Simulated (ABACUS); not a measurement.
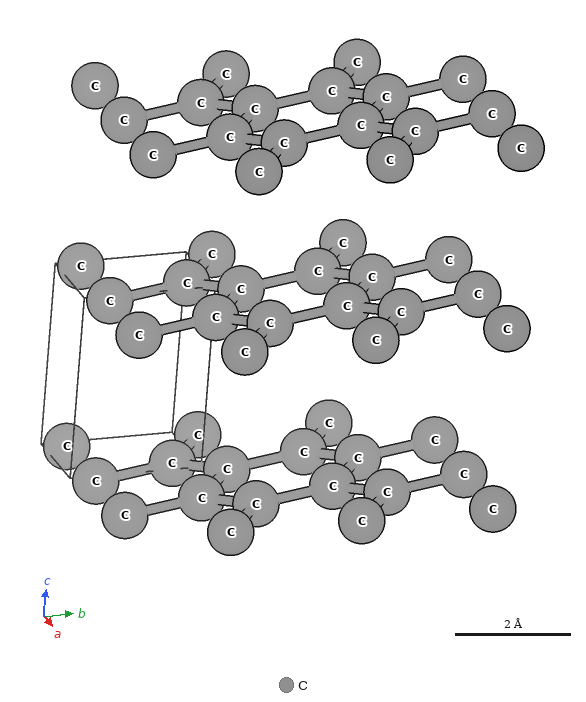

The input geometry (ball-and-stick view of the reduced cell, repeated 3 × 3 × 2, seen slightly off an axis).

**Single-point calculation, with input and output: C (part 1 of 2)**

System: C (2 atoms in the cell).
Method: Kohn-Sham DFT of a periodic cell, PBE, PseudoDojo NC SR 0.4.1 PBE standard, no spin polarisation (ABACUS 3.10.1).

The structure derives from a Materials Project entry. It belongs to a series of runs on one base structure; here: atoms moved at random by about 0.05 A.

**Log**
```
ABACUS v3.10.1

               Atomic-orbital Based Ab-initio Computation at UStc

 ------------------------------------------------------------------------------------

 READING GENERAL INFORMATION
                           global_out_dir = OUT.C/
                           global_in_card = INPUT
                               pseudo_dir = ./
                              orbital_dir =
                                    DSIZE = 4
                                    GSIZE = 1

 READING UNITCELL INFORMATION
                                    ntype = 1
                  lattice constant (Bohr) = 1.88973
              lattice constant (Angstrom) = 1

 READING ATOM TYPE 1
                               atom label = C
                      L=0, number of zeta = 1
                      L=1, number of zeta = 1
                      L=2, number of zeta = 1
             number of atom for this type = 2

                        TOTAL ATOM NUMBER = 2
DIRECT COORDINATES
    atom                   x                   y                   z     mag                  vx                  vy                  vz
taud_C1            0.1515330000        0.1857670000        0.0020710000  0.0000        0.0000000000        0.0000000000        0.0000000000
taud_C2            0.8376840000        0.8408800000        0.0065240000  0.0000        0.0000000000        0.0000000000        0.0000000000

                          Volume (Bohr^3) = 123.531
                             Volume (A^3) = 18.3054

 Lattice vectors: (Cartesian coordinate: in unit of a_0)
             +2.12732            -1.22828                  +0
             +2.12732            +1.22828                  +0
             -1.37907                  +0            +3.50283
 Reciprocal vectors: (Cartesian coordinate: in unit of 2 pi/a_0)
            +0.235037           -0.407072          +0.0925346
            +0.235037           +0.407072          +0.0925346
                   -0                  -0           +0.285483
 The esolver type has been set to : ksdft_pw

                PAO radial cut off (Bohr) = 10

 Read in pseudopotential file is C.upf
                     pseudopotential type = NC
          exchange-correlation functional = PBE
                 nonlocal core correction = 1
                        valence electrons = 4
                                     lmax = 1
                           number of zeta = 2
                     number of projectors = 4
                           L of projector = 0
                           L of projector = 0
                           L of projector = 1
                           L of projector = 1
     initial pseudo atomic orbital number = 8

 SETUP THE ELECTRONS NUMBER
             electron number of element C = 4
       total electron number of element C = 8
            AUTOSET number of electrons:  = 8
                           occupied bands = 4
                                   NBANDS = 8
                                   NLOCAL = 18

 SETUP THE PLANE WAVE BASIS
 energy cutoff for charge/potential (unit:Ry) = 328
            fft grid for charge/potential = [ 27, 27, 45 ]
                        fft grid division = [ 1, 1, 1 ]
        big fft grid for charge/potential = [ 27, 27, 45 ]
                                     nbxx = 32805
                                     nrxx = 32805

 SETUP PLANE WAVES FOR CHARGE/POTENTIAL
                    number of plane waves = 12409
                         number of sticks = 499

 PARALLEL PW FOR CHARGE/POTENTIAL
     PROC   COLUMNS(POT)             PW
        1            499          12409
 --------------- sum -------------------
        1            499          12409
                            number of |g| = 3280
                                  max |g| = 29.664
                                  min |g| = 0

----------- Double Check Mixing Parameters Begin ------------
mixing_type: broyden
mixing_beta: 0.7
mixing_gg0: 1
mixing_gg0_min: 0.1
mixing_ndim: 8
----------- Double Check Mixing Parameters End ------------

 LATTICE VECTORS: (CARTESIAN COORDINATE: IN UNIT OF A0)
             +2.12732            -1.22828                  +0
             +2.12732            +1.22828                  +0
             -1.37907                  +0            +3.50283
                       right hand lattice = 1
                                   NORM_A = 2.45645
                                   NORM_B = 2.45645
                                   NORM_C = 3.76453
                           ALPHA (DEGREE) = 108.497
                           BETA  (DEGREE) = 108.497
                           GAMMA (DEGREE) = 60.003

 The lattice vectors have been changed (STRU_SIMPLE.cif)

(for optimal symmetric configuration:)
                             BRAVAIS TYPE = 13
                     BRAVAIS LATTICE NAME = 13. Monoclinic A (base-center)
                                    ibrav = 13
                                    IBRAV = 13
                                  BRAVAIS = BASE CENTERED MONOLINIC CELL
                       LATTICE CONSTANT A = 4.25464
                                B/A RATIO = 0.577385
                                C/A RATIO = 1.86718
                                COS(BETA) = -0.897541
Original cell was already a primitive cell.
                        ROTATION MATRICES = 4
              PURE POINT GROUP OPERATIONS = 1
                   SPACE GROUP OPERATIONS = 2
                              POINT GROUP = C_1
                                       C2 = 0
                                       C3 = 0
                                       C4 = 0
                                       C6 = 0
                                       S1 = 0
                                       S3 = 0
                                       S4 = 0
                                       S6 = 0
               POINT GROUP IN SPACE GROUP = S_2

 SETUP K-POINTS
                                    nspin = 1
                   Input type of k points = Monkhorst-Pack(Gamma)
                                   nkstot = 1352
                       right hand lattice = 1
(for reciprocal lattice: )
                             BRAVAIS TYPE = 13
                     BRAVAIS LATTICE NAME = 13. Monoclinic A (base-center)
                                    ibrav = 13
                       right hand lattice = 1
(for k-lattice: )
                             BRAVAIS TYPE = 13
                     BRAVAIS LATTICE NAME = 13. Monoclinic A (base-center)
                                    ibrav = 13
                       right hand lattice = 1
                        ROTATION MATRICES = 4
                               nkstot_ibz = 677
K-POINTS REDUCTION ACCORDING TO SYMMETRY
     IBZ    DIRECT_X    DIRECT_Y    DIRECT_Z  WEIGHT  ibz2bz
       1  0.00000000  0.00000000  0.00000000  0.0007       0
       2  0.07692308  0.00000000  0.00000000  0.0015       1
       3  0.15384615  0.00000000  0.00000000  0.0015       2
       4  0.23076923  0.00000000  0.00000000  0.0015       3
       5  0.30769231  0.00000000  0.00000000  0.0015       4
       6  0.38461538  0.00000000  0.00000000  0.0015       5
       7  0.46153846  0.00000000  0.00000000  0.0015       6
       8  0.00000000  0.07692308  0.00000000  0.0015      13
       9  0.07692308  0.07692308  0.00000000  0.0015      14
      10  0.15384615  0.07692308  0.00000000  0.0015      15
      11  0.23076923  0.07692308  0.00000000  0.0015      16
      12  0.30769231  0.07692308  0.00000000  0.0015      17
      13  0.38461538  0.07692308  0.00000000  0.0015      18
      14  0.46153846  0.07692308  0.00000000  0.0015      19
      15  0.46153846 -0.07692308  0.00000000  0.0015      20
      16  0.38461538 -0.07692308  0.00000000  0.0015      21
      17  0.30769231 -0.07692308  0.00000000  0.0015      22
      18  0.23076923 -0.07692308  0.00000000  0.0015      23
      19  0.15384615 -0.07692308  0.00000000  0.0015      24
      20 -0.07692308  0.07692308  0.00000000  0.0015      25
      21  0.00000000  0.15384615  0.00000000  0.0015      26
      22  0.07692308  0.15384615  0.00000000  0.0015      27
      23  0.15384615  0.15384615  0.00000000  0.0015      28
      24  0.23076923  0.15384615  0.00000000  0.0015      29
      25  0.30769231  0.15384615  0.00000000  0.0015      30
      26  0.38461538  0.15384615  0.00000000  0.0015      31
      27  0.46153846  0.15384615  0.00000000  0.0015      32
      28  0.46153846 -0.15384615  0.00000000  0.0015      33
      29  0.38461538 -0.15384615  0.00000000  0.0015      34
      30  0.30769231 -0.15384615  0.00000000  0.0015      35
[... 647 further k points ...]

                               nkstot now = 677
[... K-POINTS DIRECT COORDINATES: 677 rows ...]

           k-point number in this process = 170
       minimum distributed K point number = 169
[... stars of the k points ...]

[... K-POINTS CARTESIAN COORDINATES: 170 rows ...]

[... K-POINTS DIRECT COORDINATES: 170 rows ...]

 SETUP PLANE WAVES FOR WAVE FUNCTIONS
     energy cutoff for wavefunc (unit:Ry) = 82
              fft grid for wave functions = [ 27, 27, 45 ]
                    number of plane waves = 2281
                         number of sticks = 163

 PARALLEL PW FOR WAVE FUNCTIONS
     PROC   COLUMNS(POT)             PW
        1            163           2281
 --------------- sum -------------------
        1            163           2281

 SETUP NONLOCAL PSEUDOPOTENTIALS IN PLANE WAVE BASIS
 C non-local projectors:
 projector 1 L=0
 projector 2 L=0
 projector 3 L=1
 projector 4 L=1
      TOTAL NUMBER OF NONLOCAL PROJECTORS = 16

 Init Non-Local PseudoPotential table :
 Init Non-Local-Pseudopotential done.

                                     npwx = 1569

 Make real space PAO into reciprocal space.
       max mesh points in Pseudopotential = 1001
     dq(describe PAO in reciprocal space) = 0.01
                                    max q = 1091

 number of pseudo atomic orbitals for C is 2
WARNING: norm of atomic wavefunction # 2 of atomic type C is 0.999989, renormalized

 -------------------------------------------
 SELF-CONSISTENT
 -------------------------------------------
                                 init_chg = atomic

 PW ALGORITHM --------------- ION=   1  ELEC=   1--------------------------------

 Density error is 0.199741611827
                          Error Threshold = 0.01
----------------------------------------------------------
     Energy           Rydberg                 eV
----------------------------------------------------------
 E_KohnSham     -24.0712639685       -327.5063480333
 E_Harris       -22.6225262788       -307.7952605463
 E_Fermi        0.3711059556         5.0491555579
----------------------------------------------------------

 PW ALGORITHM --------------- ION=   1  ELEC=   2--------------------------------

 Density error is 0.00560440098221
                          Error Threshold = 0.00249677014784
----------------------------------------------------------
     Energy           Rydberg                 eV
```
